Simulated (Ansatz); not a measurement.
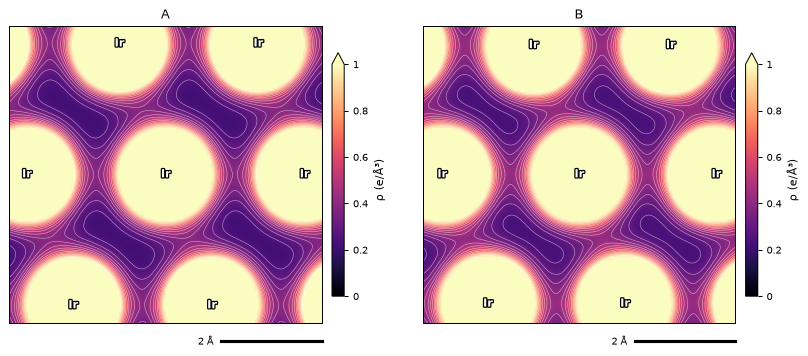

Ir. The valence electron density of two cells that differ in size, on the (001) plane of each (indices in the axes of the calculation cell), at one length scale and on one colour scale: A has 16.3 Å³ an atom and B 15.7.

These are results of DFT, PBE, plane waves (420 eV) with PAW, scalar-relativistic in Ansatz 0.2.0, not measurements.

The larger cell:

```yaml
crystal:
  lattice:
    - [-1.59620, 1.59620, 1.59620]
    - [1.59620, -1.59620, 1.59620]
    - [1.59620, 1.59620, -1.59620]
  atoms:
    - { symbol: Ir, position: [0.00000, 0.00000, 0.00000] }
```

The smaller cell: a = 2.730 Å, b = 2.730 Å, c = 2.730 Å, α = 109.47°, β = 109.47°, γ = 109.47°.

What does the compression do to the bonding and the properties?

From the larger cell to the smaller, Ir–Ir goes from 2.76 to 2.73 Å, and the density at its midpoint from 0.39 to 0.42 e/Å³; the pressure goes from −19 to −11 GPa.
